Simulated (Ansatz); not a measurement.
# A series of single points on Zr3S2

System: Zr3S2 (5 atoms in the cell).
Method: DFT PBEsol, scalar-relativistic, plane waves, PAW, no spin polarisation (Ansatz 0.2.0).

The 5 runs differ only in the geometry, by a strain of the cell at fixed fractional positions. Against run 3, the strain is εzz = η. The structure derives from a Materials Project entry.

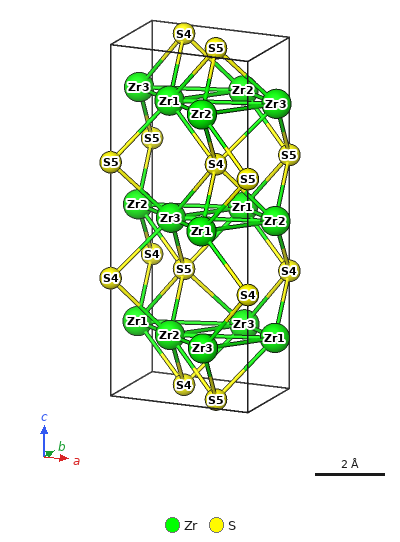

Figure 1. The structure of run 3 (ball-and-stick view of the cell 3 times as large as that of the calculation, set on its symmetry axes, seen slightly off an axis; atoms are numbered from 1 in the order of the input). An atom can appear more than once, as a periodic image.

### Input of run 3
```yaml
crystal:
  lattice:
    - [2.7213442956, 1.5711688616, 3.4346976991]
    - [-2.7213442956, 1.5711688616, 3.4346976991]
    - [0.0, -3.1423377232, 3.4346976991]
  atoms:
    - { symbol: Zr, position: [0.1618381745, 0.8381618255, 0.5] }
    - { symbol: Zr, position: [0.5, 0.1618381745, 0.8381618255] }
    - { symbol: Zr, position: [0.8381618255, 0.5, 0.1618381745] }
    - { symbol: S, position: [0.3349612447, 0.3349612447, 0.3349612447] }
    - { symbol: S, position: [0.6650387553, 0.6650387553, 0.6650387553] }
basis:
  ecutwfc: 420
kpoints:
  mp_grid: { grid: [12, 12, 12] }
hamiltonian:
  xc: pbesol
scf:
  occupations: { method: gaussian, width: 0.15 }
output:
  forces: true
  stress: true
  eigenvalues: true
```

Command:
```bash
ansatz run input.yaml --threads 2 --pin off --max-ram 5120MiB --backend cpu --events-out ev --progress --plain --runs-dir out
```

Lattice vectors (Å) and fractional positions of run 3:
```
   2.721344    1.571169    3.434698
  -2.721344    1.571169    3.434698
   0.000000   -3.142338    3.434698
Zr  0.161838  0.838162  0.500000
Zr  0.500000  0.161838  0.838162
Zr  0.838162  0.500000  0.161838
S   0.334961  0.334961  0.334961
S   0.665039  0.665039  0.665039
```

Run 2 differs from it as follows:
```diff
-    - [2.7213442956, 1.5711688616, 3.4346976991]
-    - [-2.7213442956, 1.5711688616, 3.4346976991]
-    - [0.0, -3.1423377232, 3.4346976991]
+    - [2.7213442956, 1.5711688616, 3.3488302566]
+    - [-2.7213442956, 1.5711688616, 3.3488302566]
+    - [0.0, -3.1423377232, 3.3488302566]
```

### Results, with one run withheld

```csv
run,strain parameter η (%),"free energy per atom, from the lowest run given (meV)",pressure (GPa)
1,−5.0000,145.83,27.83
2,−2.5000,?,?
3,0.0000,31.03,16.05
4,2.5000,6.40,11.29
5,5.0000,0.00,7.18
```

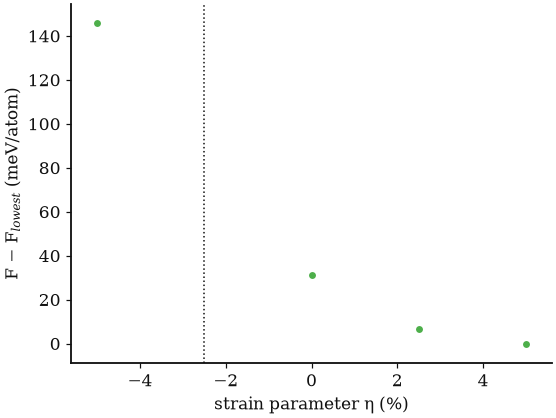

Figure 2. Free energy per atom of the runs given; the dotted line marks run 2.

Estimate the energy of run 2 from the others.

A quadratic polynomial in the coordinate, fitted to the 4 runs given, misses them by at most 0.79 meV per atom. With x = η − 0.6250, it reads F = 23.179 − 12.474 x + 1.6557 x² (meV per atom). At run 2 it gives 78.33 meV per atom, and the run itself gives 76.52. The fit has its minimum at η = 4.3920 %. The fit misses that run by 1.81 meV per atom.

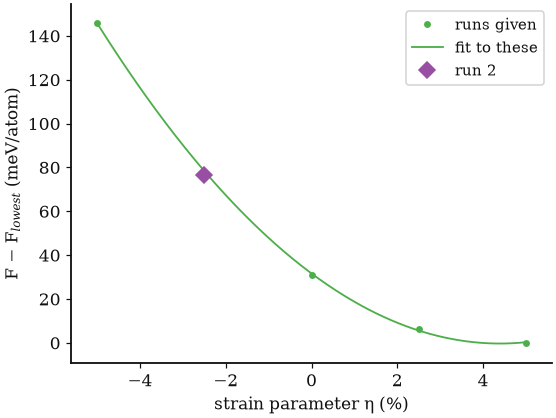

Figure 3. The fit and the withheld run.

### Output, shortened to warnings, some set-up lines, iterations and results (run 2)
```
Basis set: ecut = 420 eV, 1661 PW (Γ), exchange–correlation on 64×64×64 points (8 copies of the dense FFT grid, shifted against one another)
Symmetry: 6 space group operations
k-points: 189 of 1728 (time reversal used)
Initial density: superposition of atomic densities (neutral atoms: chi_scale 0, normalization atom), corrected by the library's trained network
[...]
SCF iter   1: F=—  HF=-14160.978184 eV  |F-HF|=—  |Δ(HF+E_count)|=         —  Δρ=6.94e-3  dr2=3.13e-2  ethr=1.77e-3  ⟨swp⟩=5.3  Hψ=23385  notcnv=0
SCF iter   2: F=—  HF=-14160.972898 eV  |F-HF|=—  |Δ(HF+E_count)|=   5.29e-3  Δρ=4.12e-3  dr2=1.16e-2  ethr=6.52e-5  ⟨swp⟩=1.0  Hψ=7017  notcnv=0
SCF iter   3: F=—  HF=-14160.971547 eV  |F-HF|=—  |Δ(HF+E_count)|=   1.35e-3  Δρ=5.50e-4  dr2=3.35e-4  ethr=2.41e-5  ⟨swp⟩=2.9  Hψ=9910  notcnv=0
SCF iter   4: F=—  HF=-14160.971497 eV  |F-HF|=—  |Δ(HF+E_count)|=   5.01e-5  Δρ=1.58e-4  dr2=3.68e-5  ethr=6.99e-7  ⟨swp⟩=2.1  Hψ=6158  notcnv=0
SCF iter   5: F=—  HF=-14160.971477 eV  |F-HF|=—  |Δ(HF+E_count)|=   2.08e-5  Δρ=3.95e-5  dr2=2.62e-6  ethr=7.66e-8  ⟨swp⟩=2.0  Hψ=5993  notcnv=0
SCF iter   6: F=—  HF=-14160.971476 eV  |F-HF|=—  |Δ(HF+E_count)|=   7.22e-7  Δρ=9.38e-6  dr2=1.26e-7  ethr=5.46e-9  ⟨swp⟩=2.0  Hψ=6206  notcnv=0
SCF iter   7: F=-14160.971476 eV  HF=-14160.971476 eV  |F-HF|=2.48e-9  |Δ(HF+E_count)|=   2.76e-8  Δρ=2.04e-6  dr2=5.59e-9  ethr=2.08e-10  ⟨swp⟩=4.4  Hψ=18145  notcnv=0
SCF 1 converged in 7 iterations: F = -14160.971476 eV  dr2 = 5.59e-9
SCF converged after 7 iterations
Free energy (F): -14160.971476 eV
Harris-Foulkes:  -14160.971476 eV  (|F-HF|=2.48e-9)
Internal energy: -14160.945578 eV  (E = F + TS)
E sigma→0 (E₀):  -14160.958527 eV
Entropy (-TS):   -0.025898 eV (-5.180 meV/atom)
Fermi energy:    15.382286 eV
--- Per-component energies (eV) ---
  E_band       = -165.208791
  E_kinetic    = 1245.838212
  E_local      = -1997.071779  (includes V_loc(G=0)·N_el)
  E_nonlocal   = 302.062925
  E_hartree    = 651.542739
  E_xc         = -686.428458
  E_vxc        = -762.851668  (∫ρ·V_xc dr)
  E_paw        = -9870.242740  (= ΣΔE_a)
  E_vpaw       = -256.274253  (= ΣTr[D̂ρ^β])
  E_aug_tail   = 0.000073  (compensation charges beyond the density's cutoff)
  E_ewald      = -3807.267610
  E_core_change = 0.621060  (= ΣΔE_core)
  E_smearing   = -0.025898  (= −TS)
  E_closure    = 0.000000  (closes the sum)
  Σ components = -14160.971476   (vs F -14160.971476, Δ=0.00e0)
--- Forces (eV/Å), atoms counted from 1 ---
  atom   1  Zr    -0.51482422    -0.00000000    -0.00000000
  atom   2  Zr     0.25741211    -0.44585086     0.00000000
  atom   3  Zr     0.25741211     0.44585086    -0.00000000
  atom   4  S     -0.00000000    -0.00000000     0.04915277
  atom   5  S     -0.00000000     0.00000000    -0.04915277
  max |Σ_I F_I| component: 1.25e-16 eV/Å
--- Stress (GPa, compression-positive) ---
       21.957490      -0.000000       0.000000
       -0.000000      21.957490      -0.000000
        0.000000      -0.000000      20.683384
  P = ⅓ Tr σ = 21.5328 GPa (215.328 kbar)
```
